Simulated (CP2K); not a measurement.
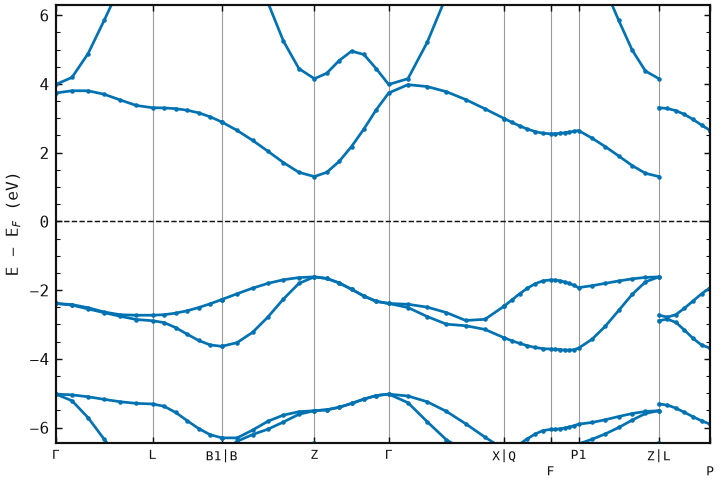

Band structure. Energies are counted from the Fermi level. The path has few k points, so lines between them are rough.

**Which Bravais lattice do the labels of the path belong to?**

A rhombohedral lattice: the path Γ–L–B1|B–Z–Γ–X|Q–F–P1–Z|L–P runs through the special points of its Brillouin zone.

The material is MgO$_{2}$, space group R-3m (No. 166), 3 atoms in the primitive cell; a = 3.210 Å, c = 10.482 Å (hexagonal axes).

Computed with CP2K 2026.2: r2SCAN, POTENTIAL_UZH Mg GTH-SCAN-q10, O GTH-SCAN-q6; TZVP-MOLOPT-SCAN-GTH basis, no spin polarisation, no spin-orbit coupling, 10×10×10 k mesh, Fermi-Dirac smearing of 0.1 eV.

**What does the band structure say about the gap?**

The material is gapped. The gap along this path is 2.92 eV and direct: both edges lie at Z. At F the top valence band lies only 0.09 eV lower.

**What are the direct gaps at L, P and P1?**

The direct gaps are 6.04 eV at L, 4.57 eV at P and 4.57 eV at P1.

**How much do the top valence band and the lowest conduction band disperse along the path?**

The top valence band spans 1.3 eV and the lowest conduction band 2.7 eV.

**How many bands meet at the valence-band top?**

Two bands meet at the valence-band top at Z: it is doubly degenerate (spin aside).

The basis of atomic orbitals isn't converged, which shifts gaps and empty levels. LDA, GGA and most meta-GGA functionals understate gaps. The cell is at −3 GPa in this functional and basis. The cell comes from a database of computed structures, and whether it is the stable form of this composition wasn't checked. In reduced coordinates of the cell that was run, L is (0.5, 0, 0), B1 is (0.5, 0.214, −0.214), B is (0.786, 0.5, 0.214), Z is (0.5, 0.5, 0.5), X is (0.357, 0, −0.357), Q is (0.643, 0.357, 0), F is (0.5, 0.5, 0), P1 is (0.643, 0.643, 0.214) and P is (0.786, 0.357, 0.357).
